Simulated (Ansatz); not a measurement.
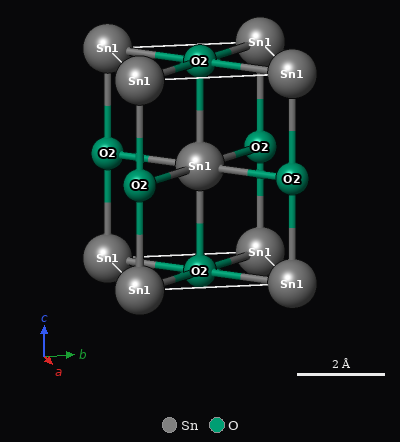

*The structure (ball-and-stick view of the cell 2 times as large as that of the calculation, set on its symmetry axes, seen slightly off an axis; atoms are numbered from 1 in the order of the input).*

## Band-structure calculation, with input and output: SnO

The run: band-structure calculation of SnO (I4/mmm, 2 atoms in the cell). Method and program: DFT, PBE, plane waves, PAW, no spin polarisation (Ansatz 0.2.0).

The structure was built on a prototype by a generator. The geometry comes from this level: r2SCAN (a point of a series of strains). It belongs to a series of runs on one base structure; here: uniaxial_x strain -2.7%. Figures and captions count atoms from 1; the log counts them from 0 in places.

### Log
```
scf.n_extra_bands = 4 over 10 filled bands (N_el = 20.0): the run solves 14 bands
Engine: ansatz 0.2.0, aarch64-unknown-linux-gnu
Pseudopotentials: kind: paw
Pseudopotential: Sn, paw, valence charge 14, recommended cutoff 420 eV (normal), Sn.paw.azcp
Pseudopotential: O, paw, valence charge 6, recommended cutoff 420 eV (normal), O.paw.azcp
Functional definition: PBE
  parameter kappa = 0.804
  parameter beta = 0.06672455060314922
  exchange = pbe_x(kappa = kappa, mu = beta*pi^2/3)
  correlation = pbe_c(beta = beta)
Crystal: 2 atoms, lattice volume = 31.769 Å³
Basis set: ecut = 420 eV, 609 PW (Γ), exchange–correlation on 48×48×48 points (8 copies of the dense FFT grid, shifted against one another)
Bands: 14, of which v1, the nominal top of the filled ones, is band 10 counted from 1 (9 counted from 0)
Symmetry: 16 space group operations
Space group: I4/mmm (ITA 139), of the structure as read, at distance tolerance 3.2e-5 Å
k-points: 59 of 512
Non-local potential: Sn, projectors of the file, l = 0: 2, l = 1: 2, l = 2: 2, l = 3: 2
Non-local potential: O, projectors of the file, l = 0: 2, l = 1: 2, l = 2: 1
PAW form: soft (Blöchl's): semilocal exchange-correlation on the pseudo side does not see the compensation charge
PAW one-centre angular grid: Sn, 590 points (default); XC on 64 Gauss nodes
PAW one-centre angular grid: O, 110 points (default); XC on 64 Gauss nodes
Initial density: superposition of atomic densities (neutral atoms: chi_scale 0, normalization atom), corrected by the library's trained network
Initial wavefunctions: pseudopotential atomic-orbital guess
Functional: x = pbe(κ = 0.804, μ = 0.2195149727645171), c = pbe(β = 0.06672455060314922)
SCF iter   1: F=—  HF=-6590.772773 eV  |F-HF|=—  |Δ(HF+E_count)|=         —  Δρ=5.10e-3  dr2=6.90e-3  ethr=1.77e-3  ⟨swp⟩=6.0  Hψ=4346  notcnv=0
preconditioner: auto → none  [insulator: Δε(μ)=0.813 eV  Ē_g=19.647 eV  σ=0.020 eV  W_gap=1.00  n_scr=12 (ndim 8)  ℏωp=29.5 eV  f_vac=0.000  D(μ)=0.00/eV (n_scr^D=0)  ε∞_Penn≈3.2]
SCF iter   2: F=—  HF=-6590.770300 eV  |F-HF|=—  |Δ(HF+E_count)|=   2.47e-3  Δρ=2.06e-3  dr2=1.16e-3  ethr=3.45e-5  ⟨swp⟩=2.0  Hψ=1740  notcnv=0
SCF iter   3: F=—  HF=-6590.770259 eV  |F-HF|=—  |Δ(HF+E_count)|=   4.09e-5  Δρ=2.78e-4  dr2=1.80e-5  ethr=5.82e-6  ⟨swp⟩=2.5  Hψ=1143  notcnv=0
SCF iter   4: F=—  HF=-6590.770270 eV  |F-HF|=—  |Δ(HF+E_count)|=   1.10e-5  Δρ=8.53e-5  dr2=1.42e-6  ethr=9.01e-8  ⟨swp⟩=2.0  Hψ=1405  notcnv=0
iter 5 did not close the SCF: its close was put off for the readings that it lacked (scf_convergence_deferred on its scf_iter line)
SCF iter   5: F=-6590.770269 eV  HF=-6590.770269 eV  |F-HF|=2.14e-8  |Δ(HF+E_count)|=   9.45e-7  Δρ=2.17e-5  dr2=7.96e-8  ethr=7.09e-9  ⟨swp⟩=2.0  Hψ=1350  notcnv=0
SCF iter   6: F=-6590.770269 eV  HF=-6590.770269 eV  |F-HF|=1.35e-8  |Δ(HF+E_count)|=   5.51e-8  Δρ=6.57e-6  dr2=8.78e-9  ethr=3.98e-10  ⟨swp⟩=5.1  Hψ=4484  notcnv=0
SCF 1 converged in 6 iterations: F = -6590.770269 eV  dr2 = 8.78e-9
  greatest PAW one-centre occupation: 0.993 electrons in one spin orbital (limit 2), on the Sn atom at site 0 (counted from 0), in its partial waves of l = 2
```

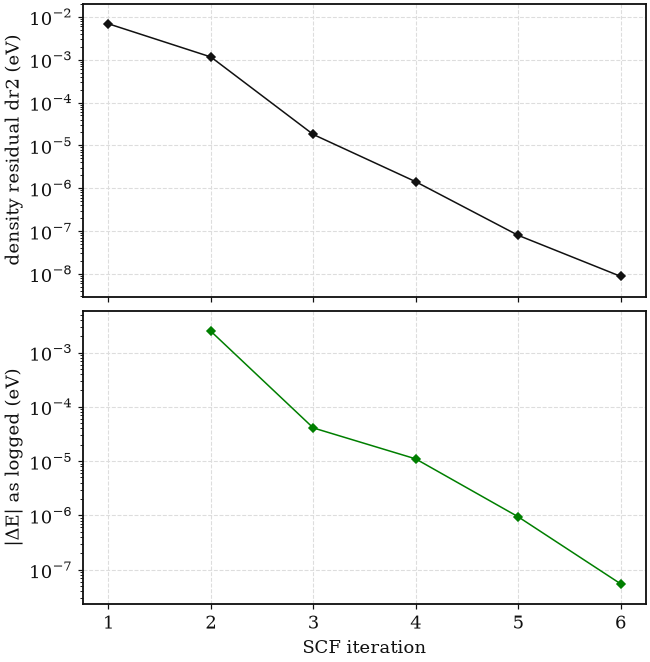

*Convergence of the self-consistent field: density residual dr2 and size of the energy change against the SCF iteration.*

The residual falls at every step.

```
NSCF: frozen V_eff on 9 k-points
SCF converged after 6 iterations
Free energy (F): -6590.770269 eV
Harris-Foulkes:  -6590.770269 eV  (|F-HF|=1.35e-8)
Internal energy: -6590.770269 eV  (E = F + TS)
E sigma→0 (E₀):  -6590.770269 eV
Fermi energy:    11.555802 eV
--- Per-component energies (eV) ---
  E_band       = -59.758902
  E_kinetic    = 359.646251
  E_local      = -1006.438622  (includes V_loc(G=0)·N_el)
  E_nonlocal   = 14.992057
  E_hartree    = 573.648197
  E_xc         = -457.944369
  E_vxc        = -191.794740  (∫ρ·V_xc dr)
  E_paw        = -4289.563274  (= ΣΔE_a)
  E_vpaw       = -383.458593  (= ΣTr[D̂ρ^β])
  E_aug_tail   = 0.002321  (compensation charges beyond the density's cutoff)
  E_ewald      = -1785.112830
  E_smearing   = -0.000000  (= −TS)
  E_closure    = -0.000000  (closes the sum)
  Σ components = -6590.770269   (vs F -6590.770269, Δ=0.00e0)
--- Forces (eV/Å), atoms counted from 1 ---
  atom   1  Sn     0.00000000     0.00000000    -0.00000000
  atom   2  O      0.00000000     0.00000000     0.00000000
  max |Σ_I F_I| component: 4.00e-29 eV/Å
--- Stress (GPa, compression-positive) ---
        7.516518      -0.000000      -0.000000
       -0.000000       4.590971      -0.000000
       -0.000000      -0.000000       4.590971
  P = ⅓ Tr σ = 5.5662 GPa (55.662 kbar)
--- Band table (eV; the first three rows and the last of 59) ---
  k-point 0: bands = ["-10.2073", "-10.2073", "-10.2058", "-10.1490", "-10.1270", "-7.5841", "4.6395", "7.7573", "7.9460", "7.9460", "19.1155", "19.1155", "19.7615", "21.4371"]
  k-point 1: bands = ["-10.2061", "-10.2002", "-10.1992", "-10.1499", "-10.1301", "-7.4936", "4.2506", "7.8494", "7.9618", "8.3432", "17.2860", "18.2622", "18.7235", "20.6528"]
  k-point 2: bands = ["-10.2054", "-10.1964", "-10.1898", "-10.1383", "-10.1297", "-7.2635", "3.5272", "7.9537", "8.0072", "9.2305", "14.7663", "16.9241", "17.3583", "20.5407"]
  k-point 58: bands = ["-10.3393", "-10.1765", "-10.1765", "-10.1273", "-10.1110", "-6.4729", "4.7134", "5.6792", "5.6792", "10.4733", "14.7930", "14.8728", "14.8728", "23.0491"]
```

### File rho_z.tsv
```
# z_ang	rho[e/angstrom^3]
# format = ansatz-planar-average/11
# lattice	0.000000000	2.536973257	2.536973257
# lattice	2.467967584	0.000000000	2.536973257
# lattice	2.467967584	2.536973257	0.000000000
# sites	2
# site	50	0.000000000	0.000000000	0.000000000
# site	8	2.467967584	2.536973257	2.536973257
0.000000	1.190628e0
0.147473	1.125823e0
0.294947	9.578875e-1
0.442420	7.484015e-1
0.589894	5.581146e-1
0.737367	4.229149e-1
0.884841	3.523915e-1
1.032314	3.433769e-1
1.179788	3.904800e-1
1.327261	4.795991e-1
1.474735	5.803556e-1
1.622208	6.571724e-1
1.769682	6.854884e-1
1.917155	6.571724e-1
2.064629	5.803556e-1
2.212102	4.795991e-1
2.359576	3.904800e-1
2.507049	3.433769e-1
2.654523	3.523915e-1
2.801996	4.229149e-1
2.949470	5.581146e-1
3.096943	7.484015e-1
3.244417	9.578875e-1
3.391890	1.125823e0
```

### File v_z.tsv
```
# z_ang	v_es[eV]	v_tot[eV]
# format = ansatz-planar-average/11
# xc	pbe
# density_cutoff_ev	1680
# datasets	Sn=:simpson_from_first_knot:soft	O=:simpson_from_first_knot:soft
# lattice	0.000000000	2.536973257	2.536973257
# lattice	2.467967584	0.000000000	2.536973257
# lattice	2.467967584	2.536973257	0.000000000
# sites	2
# site	50	0.000000000	0.000000000	0.000000000
# site	8	2.467967584	2.536973257	2.536973257
0.000000	9.182017e0	-3.694598e0
0.147473	8.953860e0	-3.780142e0
0.294947	8.370955e0	-3.969538e0
0.442420	7.692028e0	-4.086162e0
0.589894	7.229904e0	-3.932113e0
0.737367	7.242457e0	-3.382811e0
0.884841	7.740686e0	-2.542281e0
1.032314	8.144315e0	-2.044193e0
1.179788	8.250395e0	-2.031277e0
1.327261	8.140969e0	-2.297605e0
1.474735	7.788627e0	-2.796929e0
1.622208	7.430483e0	-3.263014e0
1.769682	7.289027e0	-3.445032e0
1.917155	7.430483e0	-3.263014e0
2.064629	7.788627e0	-2.796929e0
2.212102	8.140969e0	-2.297605e0
2.359576	8.250395e0	-2.031277e0
2.507049	8.144315e0	-2.044193e0
2.654523	7.740686e0	-2.542281e0
2.801996	7.242457e0	-3.382811e0
2.949470	7.229904e0	-3.932113e0
3.096943	7.692028e0	-4.086162e0
3.244417	8.370955e0	-3.969538e0
3.391890	8.953860e0	-3.780142e0
```

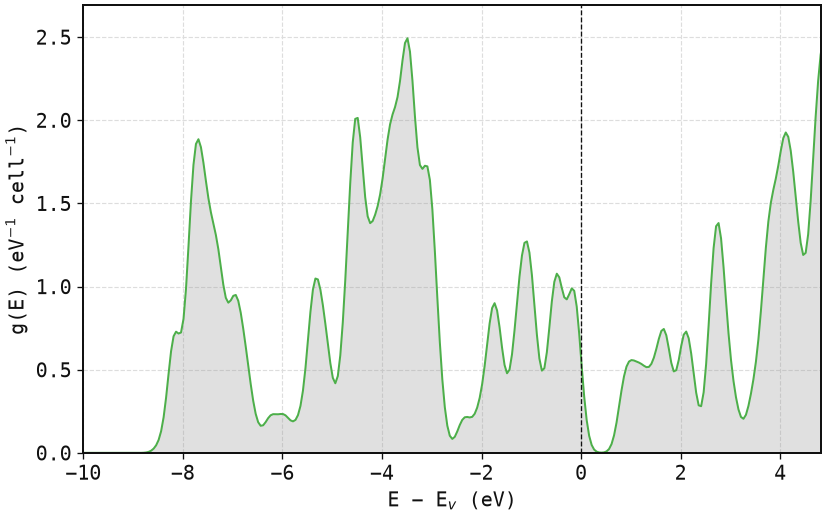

*Density of states (the curve is built from the levels of the k mesh with Gaussians 0.3 eV wide, which also blur the band edges), with energies from the valence-band top.*

There is a gap of 0.83 eV on the k-point mesh. Small ripples come from the finite k-point mesh.

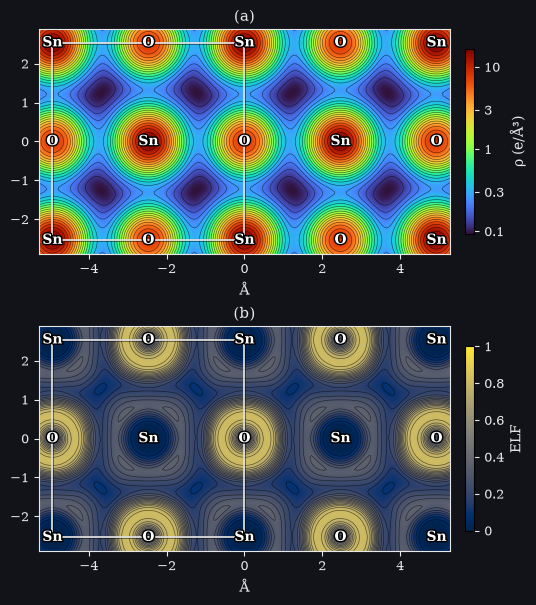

*(a) valence charge density (pseudo); (b) ELF on the (110) plane of the conventional cell.*

Atoms in the plane: Sn and O. Sn–O (2.47 Å): ρ is about 0.31 e/Å³ halfway; the ELF is about 0.20 at the midpoint. Sn–O (2.54 Å): ρ is about 0.28 e/Å³ halfway; the ELF is about 0.20 at the midpoint. Away from the nuclei the density in this plane falls to 0.09 e/Å³ at its lowest. In a PAW calculation such maps are meaningful between the atoms, not at the nuclei.

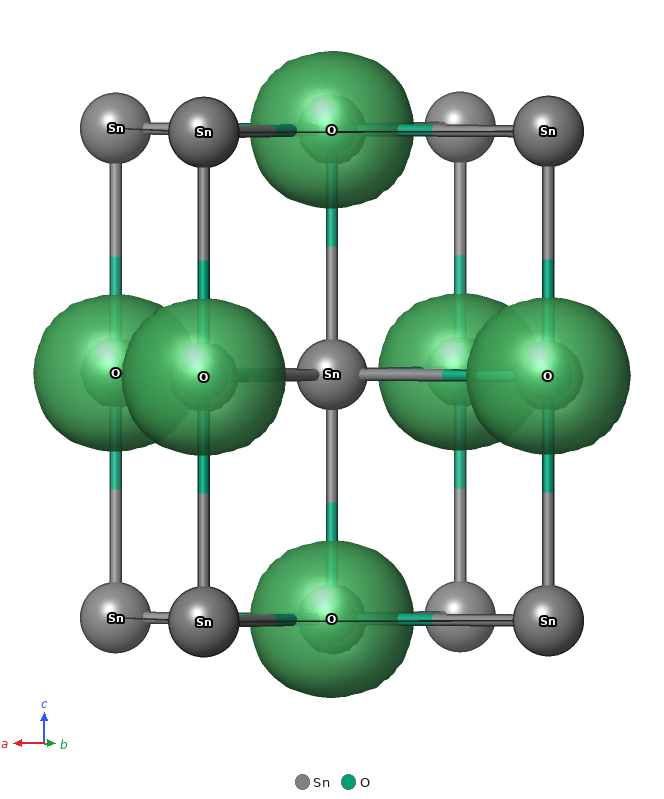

*Isosurface of the ELF at 0.7 (green), seen at an oblique angle. Only the valence region is drawn (cores and ρ < 0.01 e/Å³ removed). Sticks mark near contacts. The outline is the cell set on symmetry axes.*

Along the contacts the grid gives the following. Sn–O (2.47 Å): the ELF is about 0.20 at the midpoint. Sn–O (2.54 Å): the ELF is about 0.20 at the midpoint.

The run was set up as follows.

### Input file
```yaml
crystal:
  lattice:
    - [0.0, 2.5369732568, 2.5369732568]
    - [2.4679675843, 0.0, 2.5369732568]
    - [2.4679675843, 2.5369732568, 0.0]
  atoms:
    - { symbol: Sn, position: [0.0, 0.0, 0.0] }
    - { symbol: O, position: [0.5, 0.5, 0.5] }
kpoints:
  mp_grid: { grid: [8, 8, 8] }
  band_path:
    path:
      - [0.0, 0.0, 0.0]
      - [0.5, 0.0, 0.5]
      - [0.625, 0.25, 0.625]
      - [0.375, 0.375, 0.75]
      - [0.5, 0.5, 0.5]
      - [0.5, 0.25, 0.75]
      - [0.5, 0.425, 0.575]
      - [0.156169, 0.140544, -0.432454]
      - [-0.070964, 0.09139, -0.489339]
    npoints: 1
hamiltonian:
  xc: pbe
scf:
  occupations: { method: fermi_dirac, width: 0.02 }
  n_extra_bands: 4
output:
  forces: true
  stress: true
  eigenvalues: true
  write_density: true
  write_potential: true
  elf: true
  volumetric_format: npy
```

Command:
```bash
ansatz run input.yaml --threads 4 --pin off --max-ram 3686MiB --backend cpu --events-out ev --progress --plain --runs-dir out
```

### Summary

- outcome: converged
- space group (tolerance 0.01 Å): I4/mmm (139)
- electrons treated: 20
- free energy: −6590.7703 eV
- Fermi energy: 11.556 eV
- gap on the k-point mesh: 0.83 eV
- pressure: 5.57 GPa
- largest force (length of the vector): under 0.001 eV/Å
- hardware: 4 threads of an Arm (aarch64) CPU, shared host
- wall time: 1.3 s (CPU time 3.7 s)
- peak memory: 0.31 GiB

The cell is under a pressure of 5.6 GPa at this level, so it is not at its equilibrium volume.
